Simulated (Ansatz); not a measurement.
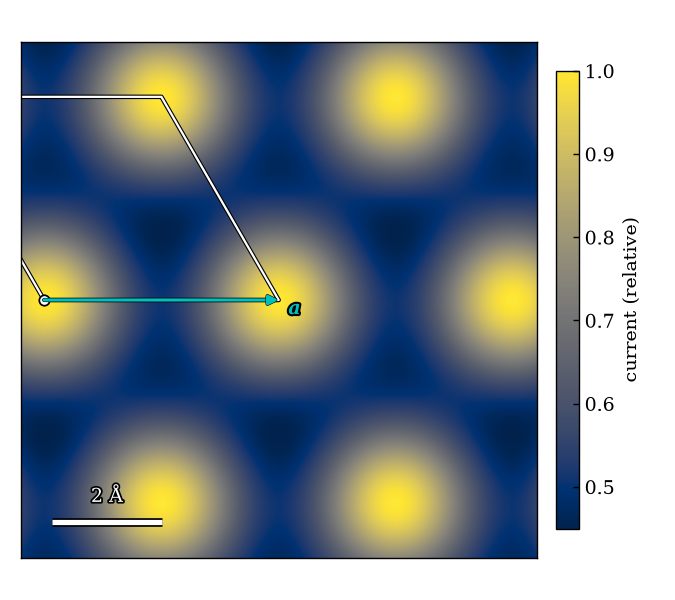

Constant-height image 4.0 Å above the topmost atom of Al2Au(111) (Fm-3m bulk, 11 atomic planes (those closer than 0.6 Å count as one), 12 Å, Al-terminated, slab composition Al8Au3), sample bias −2.00 V. The white outline is the surface cell of the coordinates below, with its origin (dot) on a lattice point and its vectors a and b marked.

Tersoff–Hamann simulation (s-wave tip); biases are sample biases. Bias windows are sharp sums over the levels of the k mesh.

These are results of Ansatz, DFT LDA, scalar-relativistic, plane waves, PAW, not measurements. Cutoff 420 eV, 18 × 18 k-points, Gaussian smearing 0.1 eV, dipole correction. The slab is a cut without reconstruction beyond its cell, at the source's lattice constants, with its lower half held fixed and the rest relaxed. No spin polarisation. Spin–orbit coupling is left out; with Au it can shift levels and gaps. The run warns that the functional's potential is rough in the thin density of the vacuum, where the tip is; weak contrasts and barriers may feel it.

```yaml
crystal:
  lattice:
    - [4.24264, 0.00000, 0.00000]
    - [-2.12132, 3.67423, 0.00000]
    - [0.00000, 0.00000, 32.12436]
  atoms:
    - { symbol: Al, position: [0.66667, 0.33333, 0.31129] }
    - { symbol: Al, position: [0.00000, 0.00000, 0.36521] }
    - { symbol: Au, position: [0.66667, 0.33333, 0.39217] }
    - { symbol: Al, position: [0.33333, 0.66667, 0.41912] }
    - { symbol: Al, position: [0.66667, 0.33333, 0.47304] }
    - { symbol: Au, position: [0.33333, 0.66667, 0.49927] }
    - { symbol: Al, position: [0.00000, 0.00000, 0.52403] }
    - { symbol: Al, position: [0.33333, 0.66667, 0.58047] }
    - { symbol: Au, position: [0.00000, 0.00000, 0.60339] }
    - { symbol: Al, position: [0.66667, 0.33333, 0.63548] }
    - { symbol: Al, position: [0.00000, 0.00000, 0.68297] }
```

The last single point, restarted from the relaxation's density, took 3.2 min on 1 thread of Arm Neoverse V1, with other jobs on the host, peak memory 0.91 GiB.

**What lies under the maxima and minima of this image?**

The brightest spots lie over the top Al atoms; the darkest points are over the sites above the Al atoms 1.5 Å below the top plane. The brightest point carries 2.2 times the current of the darkest.
